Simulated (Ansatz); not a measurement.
A periodic structure is given below.

```
Al Ga N
1.0
     4.84167    0.00000    0.00000
     0.00000    3.00487    0.00000
    -0.00298    0.00000    5.41799
Al Ga N
3 1 4
Direct
  0.50023 0.50000 0.16733
  0.00092 0.50000 0.83481
  0.00109 0.00000 0.33169
  0.49942 0.00000 0.66620
  0.11117 0.00000 0.66633
  0.12245 0.50000 0.16716
  0.62512 0.50000 0.84019
  0.62319 0.00000 0.32629
```

Work out the structure from the coordinates.

Answer. The solid is Al₃GaN₄. It belongs to space group Pm (No. 6) and has a primitive monoclinic lattice. With Z = 1, the cell contains 3 Al, 1 Ga, 4 N. The Al atoms are each bonded to four N in a tetrahedral arrangement at 1.82 to 1.89 Å. The coordination shell of Ga holds four N in a tetrahedral arrangement at 1.88 to 1.94 Å. Counting contacts within bonding distance, the coordination numbers are N 4. The bonds build a three-dimensional framework.

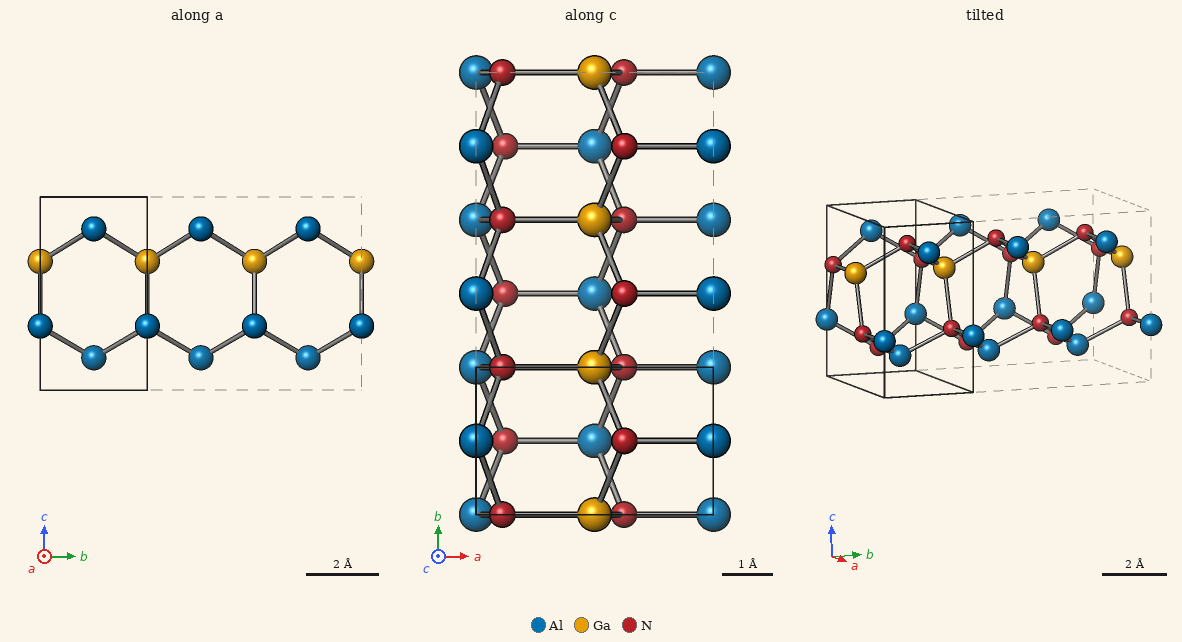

An orthographic ball-and-stick view of the structure, along the a axis, along the c axis and slightly off an axis. The drawing covers 1×3×1 cells, and the solid lines enclose one conventional unit cell. Colours: aluminium blue, gallium orange, nitrogen red.

It goes back to a structure listed in the Materials Project. The cell was then strained or its atoms displaced on purpose. It was run through Ansatz as a DFT input.

At this level of theory the run's own cell isn't at rest (compressed, at 19 GPa and forces up to 0.7 eV/Å), so its distances can differ from those at equilibrium, the more so the softer the solid.
